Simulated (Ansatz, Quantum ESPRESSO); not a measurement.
# Charging silicene, 1 layer, part 2 of 5

Aim: potential against charge for silicene, 1 layer facing a metal electrode, and the capacitance that follows.

Quantum ESPRESSO 7.5; plane-wave DFT, PBE, GBRV ultrasoft pseudopotentials; geometry by Ansatz 0.2.0 with PAW datasets.

So far. Step 2 (Geometry from Ansatz): Little changed from the start: no atom moved by 0.005 Å and no cell edge by 0.1 %.

### Step 3. SCF with pw.x: charge -0.0389 e

ESM with bc3 puts vacuum below and a metal electrode at the cell's upper end, z = c/2, which holds the counter charge and sets the zero of potential. tot_charge counts missing electrons, so a negative value adds electrons. The energies and forces that the log prints for charged cells are not used here.

Level of this step: plane-wave DFT, PBE, GBRV ultrasoft pseudopotentials (Quantum ESPRESSO 7.5).

q0.in reads:

```
&control
  prefix = 'q0'
  outdir = './out'
  pseudo_dir = './pseudo'
  calculation = 'scf'
  tprnfor = .true.
/
&system
  ibrav = 0
  nat = 2
  ntyp = 1
  ecutwfc = 40
  ecutrho = 200
  occupations = 'smearing'
  smearing = 'fd'
  degauss = 0.004
  assume_isolated = 'esm'
  esm_bc = 'bc3'
  tot_charge = -0.0389
/
&electrons
  conv_thr = 1e-08
  mixing_beta = 0.4
  electron_maxstep = 120
  mixing_mode = 'local-TF'
/
ATOMIC_SPECIES
  Si  28.0850  si_pbe_v1.uspp.F.UPF
CELL_PARAMETERS angstrom
  3.86999999997357 0.00000000000000 0.00000000000000
  -1.93499999998679 3.35151831262289 0.00000000000000
  0.00000000000000 0.00000000000000 16.45000000000000
ATOMIC_POSITIONS crystal
  Si  0.666666666667 0.333333333333 0.168693009069
  Si  0.333333333333 0.666666666667 0.196048632269
K_POINTS automatic
  54 54 1 0 0 0
```

Run with:

```console
OMP_NUM_THREADS=1 mpirun -n 4 pw.x -nk 4 -in q0.in > q0.out
```

What it wrote:

```text
Program PWSCF v.7.5 starts
[citation notice left out]

     Parallel version (MPI & OpenMP), running on       4 processor cores
     Number of MPI processes:                 4
     Threads/MPI process:                     1

     MPI processes distributed on     1 nodes
[...]
Current dimensions of program PWSCF are:
     Max number of different atomic species (ntypx) = 10
     Max number of k-points (npk) =  40000
     Max angular momentum in pseudopotentials (lmaxx) =  4
     Message from routine setup:
     using ibrav=0 with symmetry is DISCOURAGED, use correct ibrav instead

     K-points division:     npool     =       4
     Subspace diagonalization in iterative solution of the eigenvalue problem:
     a serial algorithm will be used

     G-vector sticks info
     --------------------
     sticks:   dense  smooth     PW     G-vecs:    dense   smooth      PW
     Sum         745     583    169                68959    49151    7869

     Using Slab Decomposition

     bravais-lattice index     =            0
     lattice parameter (alat)  =       7.3132  a.u.
     unit-cell volume          =    1439.8428 (a.u.)^3
     number of atoms/cell      =            2
     number of atomic types    =            1
     number of electrons       =         8.04
     number of Kohn-Sham states=            8
     kinetic-energy cutoff     =      40.0000  Ry
     charge density cutoff     =     200.0000  Ry
     scf convergence threshold =      1.0E-08
     mixing beta               =       0.4000
     number of iterations used =            8  local-TF  mixing
     Exchange-correlation= SLA  PW   PBE  PBE
                           (   1   4   3   4   0   0   0)

     Effective Screening Medium Method
     =================================
     Boundary Conditions: Vacuum-Slab-Metal
     total charge in unit cell        =  -0.0389
     grid points for fit at edges     =        4

     celldm(1)=   7.313240  celldm(2)=   0.000000  celldm(3)=   0.000000
     celldm(4)=   0.000000  celldm(5)=   0.000000  celldm(6)=   0.000000

     crystal axes: (cart. coord. in units of alat)
               a(1) = (   1.000000   0.000000   0.000000 )
               a(2) = (  -0.500000   0.866025   0.000000 )
               a(3) = (   0.000000   0.000000   4.250646 )

     reciprocal axes: (cart. coord. in units 2 pi/alat)
               b(1) = (  1.000000  0.577350 -0.000000 )
               b(2) = (  0.000000  1.154701  0.000000 )
               b(3) = (  0.000000 -0.000000  0.235258 )

     PseudoPot. # 1 for Si read from file:
     ./pseudo/si_pbe_v1.uspp.F.UPF
     Pseudo is Ultrasoft + core correction, Zval =  4.0
     Generated by new atomic code, or converted to UPF format
     Using radial grid of  899 points,  6 beta functions with:
                l(1) =   0
                l(2) =   0
                l(3) =   1
                l(4) =   1
                l(5) =   2
                l(6) =   2
     Q(r) pseudized with  8 coefficients,  rinner =    0.900   0.900   0.900
                                                       0.900   0.900

     atomic species   valence    mass     pseudopotential
     Si                4.00    28.08500     Si( 1.00)

      6 Sym. Ops. (no inversion) found

   Cartesian axes

     site n.     atom                  positions (alat units)
         1        Si     tau(   1) = (   0.5000000   0.2886751   0.7170543  )
         2        Si     tau(   2) = (  -0.0000000   0.5773503   0.8333333  )

     number of k points=   271  Fermi-Dirac smearing, width (Ry)=  0.0040

     Number of k-points >= 100: set verbosity='high' to print them.

     Dense  grid:    68959 G-vectors     FFT dimensions: (  36,  36, 144)

     Smooth grid:    49151 G-vectors     FFT dimensions: (  30,  30, 125)

     Estimated max dynamical RAM per process >     148.17 MB

     Estimated total dynamical RAM >     542.19 MB

     Initial potential from superposition of free atoms

     starting charge       7.9987, renormalised to       8.0389

     negative rho (up, down):  5.769E-04 0.000E+00
     Starting wfcs are    8 randomized atomic wfcs

     total cpu time spent up to now is        1.7 secs

     per-process dynamical memory:    93.8 Mb

     Self-consistent Calculation

     iteration #  1     ecut=    40.00 Ry     beta= 0.40
     Davidson diagonalization with overlap
     ethr =  1.00E-02,  avg # of iterations =  7.6

     Threshold (ethr) on eigenvalues was too large:
     Diagonalizing with lowered threshold

     Davidson diagonalization with overlap
     c_bands:  1 eigenvalues not converged
     c_bands:  1 eigenvalues not converged
     c_bands:  1 eigenvalues not converged
     c_bands:  1 eigenvalues not converged
     c_bands:  1 eigenvalues not converged
     c_bands:  1 eigenvalues not converged
     c_bands:  1 eigenvalues not converged
     c_bands:  1 eigenvalues not converged
     c_bands:  1 eigenvalues not converged
     c_bands:  1 eigenvalues not converged
     c_bands:  1 eigenvalues not converged
     c_bands:  1 eigenvalues not converged
     c_bands:  1 eigenvalues not converged
     c_bands:  1 eigenvalues not converged
     c_bands:  1 eigenvalues not converged
     c_bands:  1 eigenvalues not converged
     c_bands:  1 eigenvalues not converged
     c_bands:  1 eigenvalues not converged
     c_bands:  1 eigenvalues not converged
     c_bands:  1 eigenvalues not converged
     c_bands:  1 eigenvalues not converged
     ethr =  2.67E-04,  avg # of iterations = 15.3

     negative rho (up, down):  2.140E-04 0.000E+00

     total cpu time spent up to now is       26.8 secs

     total energy              =     -19.11694338 Ry
     estimated scf accuracy    <       0.05764702 Ry

     iteration #  2     ecut=    40.00 Ry     beta= 0.40
[...]
negative rho (up, down):  5.417E-06 0.000E+00

[...]
total energy              =     -19.10681073 Ry
     estimated scf accuracy    <       0.03367860 Ry

     iteration #  3     ecut=    40.00 Ry     beta= 0.40
[...]
negative rho (up, down):  3.780E-07 0.000E+00

[...]
total energy              =     -19.10698250 Ry
     estimated scf accuracy    <       0.00428591 Ry

     iteration #  4     ecut=    40.00 Ry     beta= 0.40
[...]
c_bands:  1 eigenvalues not converged
     c_bands:  1 eigenvalues not converged
     c_bands:  1 eigenvalues not converged
     c_bands:  1 eigenvalues not converged
     c_bands:  1 eigenvalues not converged
     c_bands:  1 eigenvalues not converged
[...]
c_bands:  2 eigenvalues not converged
     c_bands:  1 eigenvalues not converged
     c_bands:  2 eigenvalues not converged
     c_bands:  2 eigenvalues not converged
     c_bands:  1 eigenvalues not converged
     c_bands:  1 eigenvalues not converged
     c_bands:  1 eigenvalues not converged
     c_bands:  1 eigenvalues not converged
     c_bands:  1 eigenvalues not converged
     c_bands:  1 eigenvalues not converged
     c_bands:  1 eigenvalues not converged
     c_bands:  1 eigenvalues not converged
     c_bands:  1 eigenvalues not converged
     c_bands:  1 eigenvalues not converged
     c_bands:  2 eigenvalues not converged
     c_bands:  1 eigenvalues not converged
     c_bands:  2 eigenvalues not converged
     c_bands:  2 eigenvalues not converged
     c_bands:  2 eigenvalues not converged
     c_bands:  2 eigenvalues not converged
     c_bands:  1 eigenvalues not converged
     c_bands:  2 eigenvalues not converged
[...]
negative rho (up, down):  1.103E-03 0.000E+00

[...]
total energy              =     -19.10945794 Ry
     estimated scf accuracy    <       0.00013300 Ry

     iteration # 10     ecut=    40.00 Ry     beta= 0.40
[...]
c_bands:  1 eigenvalues not converged
     c_bands:  1 eigenvalues not converged
     c_bands:  1 eigenvalues not converged
     c_bands:  1 eigenvalues not converged
     c_bands:  1 eigenvalues not converged
     c_bands:  1 eigenvalues not converged
     c_bands:  1 eigenvalues not converged
     c_bands:  1 eigenvalues not converged
     c_bands:  1 eigenvalues not converged
     c_bands:  1 eigenvalues not converged
     c_bands:  1 eigenvalues not converged
     c_bands:  1 eigenvalues not converged
     c_bands:  1 eigenvalues not converged
     c_bands:  1 eigenvalues not converged
     c_bands:  1 eigenvalues not converged
[...]
negative rho (up, down):  8.763E-04 0.000E+00

[...]
total energy              =     -19.10951885 Ry
     estimated scf accuracy    <       0.00009645 Ry

     iteration # 11     ecut=    40.00 Ry     beta= 0.40
[...]
c_bands:  1 eigenvalues not converged
     c_bands:  1 eigenvalues not converged
     c_bands:  2 eigenvalues not converged
     c_bands:  2 eigenvalues not converged
     c_bands:  1 eigenvalues not converged
     c_bands:  1 eigenvalues not converged
     c_bands:  1 eigenvalues not converged
     c_bands:  1 eigenvalues not converged
     c_bands:  1 eigenvalues not converged
     c_bands:  1 eigenvalues not converged
     c_bands:  1 eigenvalues not converged
     c_bands:  1 eigenvalues not converged
     c_bands:  1 eigenvalues not converged
     c_bands:  1 eigenvalues not converged
[...]
negative rho (up, down):  8.924E-04 0.000E+00

[...]
total energy              =     -19.10949739 Ry
     estimated scf accuracy    <       0.00002973 Ry

     iteration # 12     ecut=    40.00 Ry     beta= 0.40
[...]
c_bands:  1 eigenvalues not converged
     c_bands:  1 eigenvalues not converged
     c_bands:  2 eigenvalues not converged
     c_bands:  1 eigenvalues not converged
     c_bands:  1 eigenvalues not converged
     c_bands:  1 eigenvalues not converged
     c_bands:  1 eigenvalues not converged
     c_bands:  1 eigenvalues not converged
     c_bands:  1 eigenvalues not converged
     c_bands:  1 eigenvalues not converged
     c_bands:  1 eigenvalues not converged
[...]
negative rho (up, down):  7.364E-04 0.000E+00

[...]
total energy              =     -19.10943737 Ry
     estimated scf accuracy    <       0.00000491 Ry

     iteration # 13     ecut=    40.00 Ry     beta= 0.40
[...]
c_bands:  1 eigenvalues not converged
     c_bands:  1 eigenvalues not converged
     c_bands:  1 eigenvalues not converged
     c_bands:  1 eigenvalues not converged
[...]
negative rho (up, down):  6.723E-04 0.000E+00

[...]
total energy              =     -19.10941798 Ry
     estimated scf accuracy    <       0.00000207 Ry

     iteration # 14     ecut=    40.00 Ry     beta= 0.40
[...]
c_bands:  1 eigenvalues not converged
     c_bands:  1 eigenvalues not converged
[...]
negative rho (up, down):  7.313E-04 0.000E+00

[...]
total energy              =     -19.10939246 Ry
     estimated scf accuracy    <       0.00000169 Ry

     iteration # 15     ecut=    40.00 Ry     beta= 0.40
[...]
negative rho (up, down):  7.187E-04 0.000E+00

[...]
total energy              =     -19.10939627 Ry
     estimated scf accuracy    <       0.00000009 Ry

     iteration # 16     ecut=    40.00 Ry     beta= 0.40
[...]
c_bands:  1 eigenvalues not converged
     c_bands:  1 eigenvalues not converged
     c_bands:  2 eigenvalues not converged
[...]
negative rho (up, down):  7.117E-04 0.000E+00

[...]
total energy              =     -19.10939703 Ry
     estimated scf accuracy    <       0.00000005 Ry

     iteration # 17     ecut=    40.00 Ry     beta= 0.40
[...]
c_bands:  1 eigenvalues not converged
[...]
negative rho (up, down):  7.177E-04 0.000E+00

[...]
total energy              =     -19.10939789 Ry
     estimated scf accuracy    <       0.00000004 Ry

     iteration # 18     ecut=    40.00 Ry     beta= 0.40
[...]
c_bands:  1 eigenvalues not converged
     c_bands:  1 eigenvalues not converged
[...]
negative rho (up, down):  7.135E-04 0.000E+00

[...]
total energy              =     -19.10939607 Ry
     estimated scf accuracy    <       0.00000007 Ry

     iteration # 19     ecut=    40.00 Ry     beta= 0.40
[...]
c_bands:  1 eigenvalues not converged
[...]
negative rho (up, down):  7.175E-04 0.000E+00

[...]
total energy              =     -19.10939463 Ry
     estimated scf accuracy    <       0.00000003 Ry

     iteration # 20     ecut=    40.00 Ry     beta= 0.40
[...]
c_bands:  1 eigenvalues not converged
[...]
negative rho (up, down):  7.317E-04 0.000E+00

[...]
End of self-consistent calculation

     Number of k-points >= 100: set verbosity='high' to print the bands.

     the Fermi energy is    -2.4062 ev

!    total energy              =     -19.10939416 Ry
     estimated scf accuracy    <          7.2E-09 Ry
     smearing contrib. (-TS)   =      -0.00019233 Ry
     internal energy E=F+TS    =     -19.10920184 Ry

     The total energy is F=E-TS. E is the sum of the following terms:
     one-electron contribution =    -314.43159703 Ry
     hartree contribution      =     158.20723267 Ry
     xc contribution           =      -8.47477020 Ry
     ewald contribution        =     145.58993272 Ry

     convergence has been achieved in  20 iterations

     negative rho (up, down):  7.317E-04 0.000E+00

     Forces acting on atoms (cartesian axes, Ry/au):

     atom    1 type  1   force =     0.00000000    0.00000000   -0.00002242
     atom    2 type  1   force =     0.00000000    0.00000000    0.00045261

     Total force =     0.000453     Total SCF correction =     0.000003

[...]
=------------------------------------------------------------------------------=
   JOB DONE.
=------------------------------------------------------------------------------=
[...]
```

The job ended after 2.7 min (4 MPI ranks of Arm Neoverse V2, shared host; peak memory 0.59 GiB; 11 min of CPU time).

This step gave:

* Fermi energy: -2.406 eV
* vacuum line at the lower end of the cell, over the Fermi level: 4.330 eV
* slope of the potential above: -0.5411 eV/Å
* vacuum line at the upper end of the cell, over the Fermi level: 2.407 eV

Electrostatic potential energy of an electron; zero at the Fermi level. The potential energy, planar mean by z:

```csv
z (Å),"potential energy, planar mean (eV)"
-8,4.33
-6,4.33
-4,4.33
-2,4.33
0,4.31
2,-0.532
4,-0.535
6,3.58
8,2.53
```

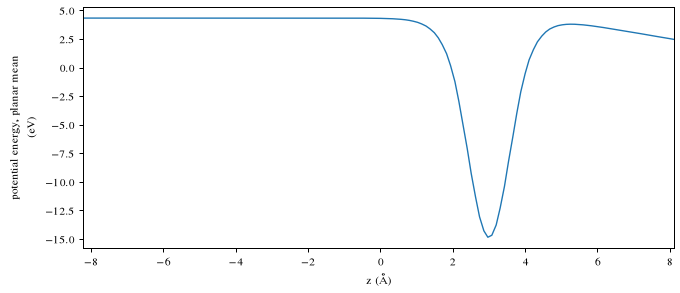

Potential energy, planar mean against z.

The run needed 20 iterations to bring the estimated error under 1e-08 Ry.

Inside the slab this potential holds the local part of the pseudopotentials, which can be repulsive at the nuclei; only its value in the vacuum has a meaning of its own.

Gauss's law asks for a slope of 180.95 q/A = -0.543 eV/Å in the gap; the run gives -0.541.

### Step 4. Ground state: charge -0.0195 e

The charge is stepped; where the run before has converged, its density is the start.

q1.in, as its differences from the input of step 3:

```diff
@@ -1,3 +1,3 @@
 &control
-  prefix = 'q0'
+  prefix = 'q1'
   outdir = './out'
@@ -18,3 +18,3 @@
   esm_bc = 'bc3'
-  tot_charge = -0.0389
+  tot_charge = -0.0195
 /
@@ -25,2 +25,3 @@
   mixing_mode = 'local-TF'
+  startingpot = 'file'
 /
```

Run with:

```console
cp -r out/q0.save out/q1.save
OMP_NUM_THREADS=1 mpirun -n 4 pw.x -nk 4 -in q1.in > q1.out
```

What it wrote:

```text
[banner, memory and clock lines left out]
Program PWSCF v.7.5 starts
[...]
Message from routine setup:
[...]
number of electrons       =         8.02
     number of Kohn-Sham states=            8
     kinetic-energy cutoff     =      40.0000  Ry
     charge density cutoff     =     200.0000  Ry
[...]
number of k points=   271  Fermi-Dirac smearing, width (Ry)=  0.0040
[...]
Dense  grid:    68959 G-vectors     FFT dimensions: (  36,  36, 144)
[...]
The initial density is read from file :
[...]
negative rho (up, down):  7.299E-04 0.000E+00
     Starting wfcs are    8 randomized atomic wfcs
[...]
negative rho (up, down):  8.409E-04 0.000E+00
[...]
estimated scf accuracy    <       0.00261318 Ry
[...]
negative rho (up, down):  1.056E-03 0.000E+00
[...]
estimated scf accuracy    <       0.00130097 Ry
[...]
negative rho (up, down):  9.076E-04 0.000E+00
[...]
estimated scf accuracy    <       0.00012785 Ry
[...]
negative rho (up, down):  7.764E-04 0.000E+00
[...]
estimated scf accuracy    <       0.00009811 Ry
[...]
negative rho (up, down):  4.213E-04 0.000E+00
[...]
estimated scf accuracy    <       0.00006878 Ry
[...]
negative rho (up, down):  3.626E-04 0.000E+00
[...]
estimated scf accuracy    <       0.00003382 Ry
[...]
negative rho (up, down):  3.568E-04 0.000E+00
[...]
estimated scf accuracy    <       0.00001679 Ry
[...]
negative rho (up, down):  4.771E-04 0.000E+00
[...]
estimated scf accuracy    <       0.00000720 Ry
[...]
negative rho (up, down):  5.851E-04 0.000E+00
[...]
estimated scf accuracy    <       0.00000372 Ry
[...]
negative rho (up, down):  7.249E-04 0.000E+00
[...]
estimated scf accuracy    <       0.00000120 Ry
[...]
negative rho (up, down):  7.048E-04 0.000E+00
[...]
estimated scf accuracy    <       0.00000258 Ry
[...]
negative rho (up, down):  7.052E-04 0.000E+00
[...]
estimated scf accuracy    <       0.00000079 Ry
[...]
negative rho (up, down):  7.349E-04 0.000E+00
[...]
estimated scf accuracy    <       0.00000208 Ry
[...]
negative rho (up, down):  7.360E-04 0.000E+00
[...]
estimated scf accuracy    <       0.00000004 Ry
[...]
negative rho (up, down):  7.374E-04 0.000E+00
[...]
estimated scf accuracy    <       0.00000002 Ry
[...]
negative rho (up, down):  7.475E-04 0.000E+00
[...]
the Fermi energy is    -3.4374 ev
!    total energy              =     -19.10521158 Ry
     estimated scf accuracy    <          3.4E-09 Ry
     smearing contrib. (-TS)   =      -0.00012101 Ry
     internal energy E=F+TS    =     -19.10509057 Ry
[...]
one-electron contribution =    -313.87377854 Ry
     hartree contribution      =     157.64463323 Ry
     xc contribution           =      -8.46587797 Ry
     ewald contribution        =     145.58993272 Ry
     convergence has been achieved in  16 iterations
     negative rho (up, down):  7.475E-04 0.000E+00
[...]
Total force =     0.000085     Total SCF correction =     0.000011
[...]
```

Elapsed: 2.8 min, on 4 MPI ranks; peak memory 0.55 GiB.

This step gave:

- Fermi energy: -3.437 eV
- vacuum line at the lower end of the cell, over the Fermi level: 4.409 eV
- slope of the potential above: -0.2709 eV/Å
- vacuum line at the upper end of the cell, over the Fermi level: 3.438 eV

The electrode's potential over the Fermi level goes from 2.407 to 3.438 eV, the far face's from 4.330 to 4.409 eV.

(Part 2 of 5 ends here.)

[Logs are printed without paths, hosts, clocks, repeated set-up lines and the standing remarks that a program may print on its own settings, such as how far it seeks lower states.]

[Hosts, paths, dates, database ids (printed as entryN), source tags and the programs' standing remarks are cut or masked in the printed files.]

[Maps of the electrostatic potential energy from Ansatz leave out the sawtooth potential of an applied field or a dipole correction, so their vacuum need not be flat; planar profiles and work functions include it.]
